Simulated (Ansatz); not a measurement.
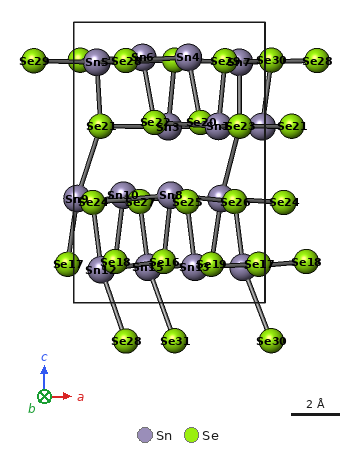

A defect cell of composition Sn₁₅Se₁₆ (cell charge −1), before the relaxation. Style: ball-and-stick. Shown: the cell of the calculation, along the b axis.

Case: Sn vacancy (site c), charge -1, atoms relaxed at the host's cell.

Computed with Ansatz 0.2.0, DFT PBE, scalar-relativistic, plane waves, PAW.

(plane-wave cutoff 420 eV; k-point mesh 2 × 2 × 2; occupations gaussian; smearing width 0.01 eV; collinear spin; atoms relaxed in a fixed cell; force threshold 0.025 eV/Å; at most 45 steps)

```
CELL_PARAMETERS angstrom
0.00000 0.00000 9.13456
0.00000 -8.41079 -4.56728
11.78476 0.00000 0.00000
ATOMIC_POSITIONS crystal
Sn 0.75652 0.12500 0.62920
Sn 0.98472 0.61606 0.62832
Sn 0.49366 0.63394 0.62832
Sn 0.59883 0.36400 0.87503
Sn 0.11993 0.37911 0.85778
Sn 0.35983 0.88600 0.87503
Sn 0.86582 0.87089 0.85778
Sn 0.50713 0.37320 0.38387
Sn 0.01650 0.37123 0.37200
Sn 0.25893 0.87680 0.38387
Sn 0.77027 0.87877 0.37200
Sn 0.14331 0.12500 0.11835
Sn 0.63339 0.12500 0.12730
Sn 0.88578 0.62211 0.12683
Sn 0.38867 0.62789 0.12683
Se 0.46968 0.37864 0.14747
Se 0.96660 0.37223 0.13774
Se 0.21604 0.87136 0.14747
Se 0.71938 0.87777 0.13774
Se 0.66239 0.36573 0.64322
Se 0.13977 0.39727 0.62997
Se 0.42167 0.88427 0.64322
Se 0.86750 0.85273 0.62997
Se 0.09826 0.12500 0.35804
Se 0.59157 0.12500 0.36082
Se 0.84175 0.62252 0.36134
Se 0.34423 0.62748 0.36134
Se 0.27231 0.12500 0.86412
Se 0.79088 0.12500 0.86318
Se 0.03326 0.63112 0.86532
Se 0.52714 0.61888 0.86532
```

Q: Where does the relaxation end?

A: After 4 geometry steps the energy has fallen by 99.1 meV per cell of the calculation. The largest force component goes from 0.16 to 0.02 eV/Å. The largest moves, 0.25 Å, are those of Se21 and Se23. Se23 goes roughly along [3 0 1]. Largest moves by element: Se 0.25 Å, Sn 0.20 Å. The cell doesn't change. Near-neighbour distances that change, for instance: Sn11–Se23 3.210 → 3.390 Å, Sn14–Se30 3.348 → 3.476 Å, Sn12–Se28 3.219 → 3.293 Å, Sn2–Se21 3.037 → 3.089 Å. Among the angles between lasting bonds that change: Sn11–Se26–Sn14 97.9° → 100.7°, Se21–Sn3–Se23 174.5° → 171.8°, Sn9–Se17–Sn14 99.0° → 101.6°. The program noted that the starting moments weren't kept. The run took 4.6 min on 4 threads of Intel(R) Xeon(R) 6975P-C (Granite Rapids), with other jobs on the host, peak memory 5.7 GiB.

History of the run:

```json
{"step": "0", "E − E(0), meV/atom": "0.00", "largest force component, eV/Å": "0.1586"}
{"step": "1", "E − E(0), meV/atom": "-2.02", "largest force component, eV/Å": "0.0836"}
{"step": "2", "E − E(0), meV/atom": "-2.92", "largest force component, eV/Å": "0.0704"}
{"step": "3", "E − E(0), meV/atom": "-3.13", "largest force component, eV/Å": "0.0315"}
{"step": "4", "E − E(0), meV/atom": "-3.20", "largest force component, eV/Å": "0.0197"}
```

After the run, drawn alike:

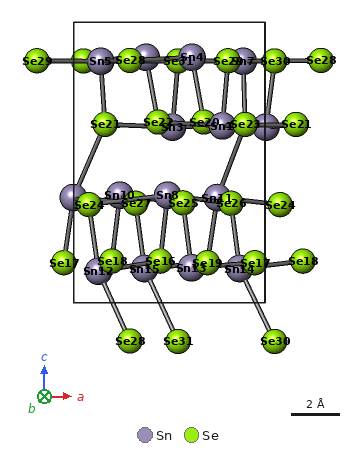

Limits of the set-up: the cell is charged, on a uniform background, and energies carry no finite-size correction.
